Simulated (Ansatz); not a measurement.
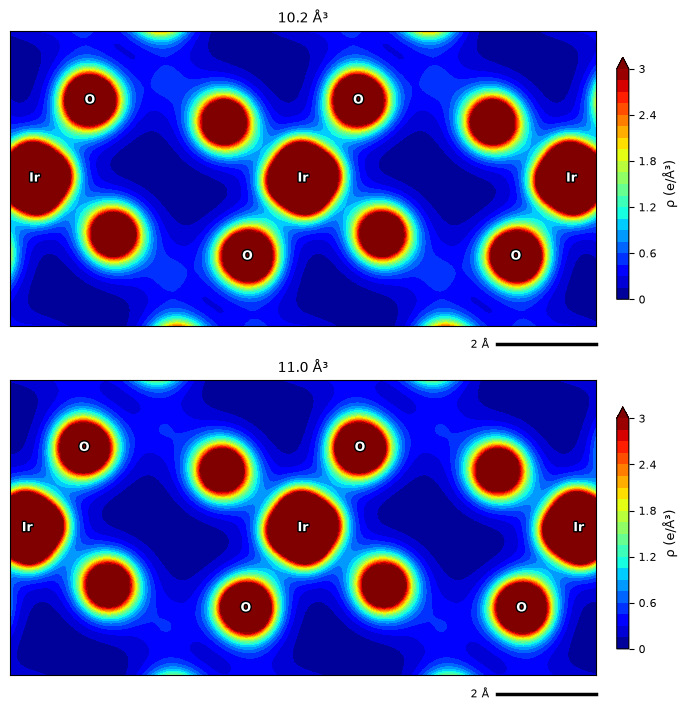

IrO2. The valence pseudo-density of cells scaled evenly to different volumes (given per atom above each panel), on the (111) plane of each (indices in the axes of the cell below), at one length scale and on one colour scale.

The program warned that a starting moment wasn't kept; spin-polarised, but the moments vanished.

Level of theory: DFT, PBE, plane-wave PAW, default files, scalar-relativistic in Ansatz 0.2.0.

The largest cell:

```yaml
crystal:
  lattice:
    - [4.55820, 0.00000, 0.00000]
    - [0.00000, 4.55820, 0.00000]
    - [0.00000, 0.00000, 3.18740]
  atoms:
    - { symbol: Ir, position: [0.00000, 0.00000, 0.00000] }
    - { symbol: Ir, position: [0.50000, 0.50000, 0.50000] }
    - { symbol: O, position: [0.30817, 0.30817, 0.00000] }
    - { symbol: O, position: [0.19183, 0.80817, 0.50000] }
    - { symbol: O, position: [0.69183, 0.69183, 0.00000] }
    - { symbol: O, position: [0.80817, 0.19183, 0.50000] }
```

| volume (Å³/atom) | Ir–O contact in the plane (Å) | ρ at its midpoint (e/Å³) | pressure (GPa) | 
| --- | --- | --- | --- |
| 10.19 | 1.931 | 1.027 | 21.1 | 
| 10.83 | 1.973 | ? | ? | 
| 11.04 | 1.987 | 0.901 | −3.8 | 

What values belong in the row with question marks?

Over the known rows ln ρ falls by 2.34 per Å of Ir–O distance (the line through the two), which gives 0.931 e/Å³ at 1.973 Å; the calculation gives 0.930 e/Å³. For the pressure, a straight line in volume between the neighbouring rows gives 2.4 GPa; the calculation gives 1.4, lower because pressure rises ever faster on compression.
